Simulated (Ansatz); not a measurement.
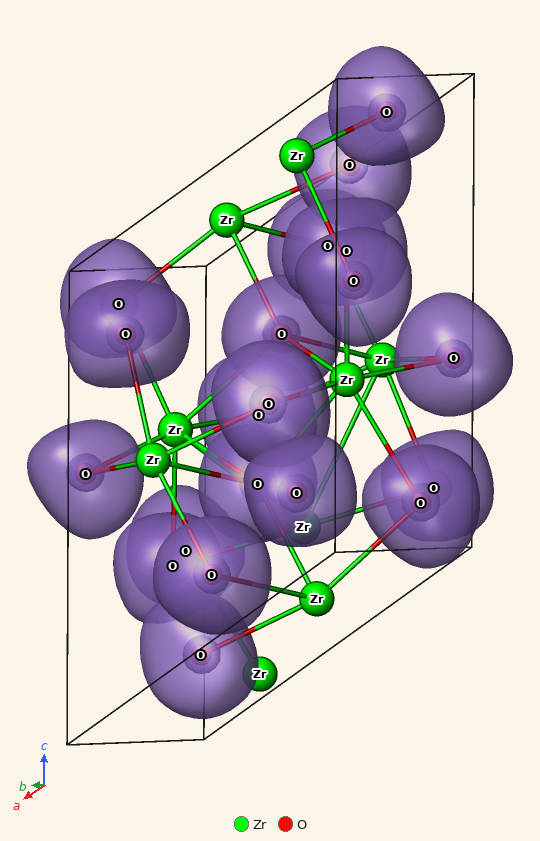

Zr₉O₁₆ (cell with a defect). Isosurface of the electron localisation function at 0.6 (purple), seen at an oblique angle. Only the valence region is drawn (cores and ρ < 0.01 e/Å³ removed). Sticks mark near contacts.

Level of theory: DFT PBEsol, scalar-relativistic, plane waves, PAW (Ansatz 0.2.0).

```xyz
25
Lattice="4.2512 0.0000 5.2149 -5.1282 5.2113 0.0074 -5.1282 -5.2113 0.0074" Properties=species:S:1:pos:R:3 pbc="T T T"
Zr    3.0339   -0.2246    4.1041
Zr   -2.3233   -0.2195    4.3398
Zr   -1.6697    2.7946    1.5476
Zr   -1.7241   -2.3488    1.5875
Zr   -4.3143    2.4171    3.7124
Zr   -4.2589   -2.8628    3.6714
Zr   -3.8901    0.2255    1.1477
Zr   -8.7885    0.2194    0.9267
O    -5.3807    0.7458    4.2911
O    -0.4926    0.9266    4.5181
O    -4.9731    1.8447    1.8300
O    -4.9639   -3.3637    1.6427
O    -2.2483    1.2711    0.0730
O    -7.3652    1.5311    0.0303
O    -3.4498    4.0420    2.5961
O    -3.3881   -1.2522    2.6253
O    -2.5344    1.1698    2.6632
O    -2.5928   -3.9593    2.6321
O     1.3920   -1.2704    5.1791
O    -7.9979   -1.5310    0.0214
O    -1.0095    3.3689    3.4289
O    -1.0199   -1.8489    3.6182
O    -5.7310   -0.7454    0.9754
O    -0.3643   -0.9247    0.7340
Zr   -0.4268   -0.0005    2.6272
```

Question: What do the ELF domains correspond to?

Answer: At this value the surface marks out 16 regions wrapped around O (the valence shell of each), counted in one cell of 25 atoms. Any copies at cell faces, edges or corners count once. Profiles from the grid: Zr–O (2.06 Å): the ELF peaks at about 0.85 in the valence shell of O, 0.6 Å from its nucleus, and drops to about 0.20 between the two atoms (no localised pair shows between them). Zr–Zr (2.56 Å): the ELF is about 0.30 at the midpoint.
